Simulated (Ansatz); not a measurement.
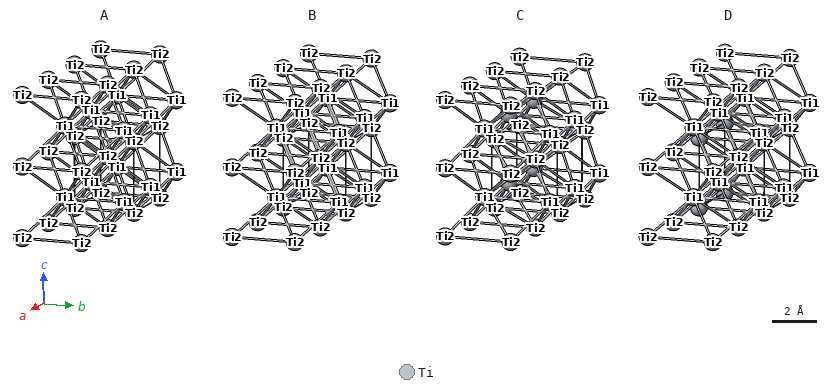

4 geometries from one relaxation of a crystal of Ti (set up in P-1), in shuffled order. A ball-and-stick model of the cell of the calculation, repeated 3 × 2 × 2 with one cell outlined, seen slightly off an axis.

Case: all atoms moved at random, sigma 0.1 Å for each component; relaxed back.

Theory: Ansatz 0.2.0, DFT PBEsol, scalar-relativistic, plane waves, PAW. Set-up: plane-wave cutoff 420 eV; k-point mesh 10 × 10 × 10; occupations gaussian; smearing width 0.15 eV; no spin polarisation; cell and atoms relaxed; force threshold 0.01 eV/Å; at most 80 steps.

### Put them in the order of the run, from the start to the converged end.

C, D, B, A. They are steps 0, 2, 3, 8, at +0.246 eV per cell of the calculation, +47.9 meV per cell of the calculation, +20.3 meV per cell of the calculation relative to the last. The largest moves relative to the cell, 0.14 Å, are those of Ti1 and Ti2. Ti1 goes along +b. The drawn cell changes at constant volume: a 3.210 → 3.376 Å (+5.2 %), b 3.210 → 2.907 Å (−9.4 %), c 3.210 → 3.370 Å (+5.0 %). Near-neighbour distances that change, for instance: Ti1–Ti1 3.210 → 2.907 Å, Ti1–Ti2 2.599 → 2.793 Å, Ti1–Ti2 (another image) 2.980 → 2.793 Å, Ti1–Ti2 (another image) 2.628 → 2.793 Å. The space group (tolerance 0.01 Å) goes from P-1 (No. 2) to I4/mmm (No. 139). Over 7 accepted moves (8 points after the start) the energy falls by 0.246 eV per cell of the calculation. The largest force component goes from 1.5 to under 0.0001 eV/Å. The pressure goes from 2.23 to 0.07 GPa. The SCF was repeated once at an unchanged geometry on a basis and grid sized afresh for the cell, which shifted the energy by 0.4 meV per cell of the calculation at most. The run took 38 s on 4 threads of Arm Neoverse V2 (shared host), peak memory 0.54 GiB.
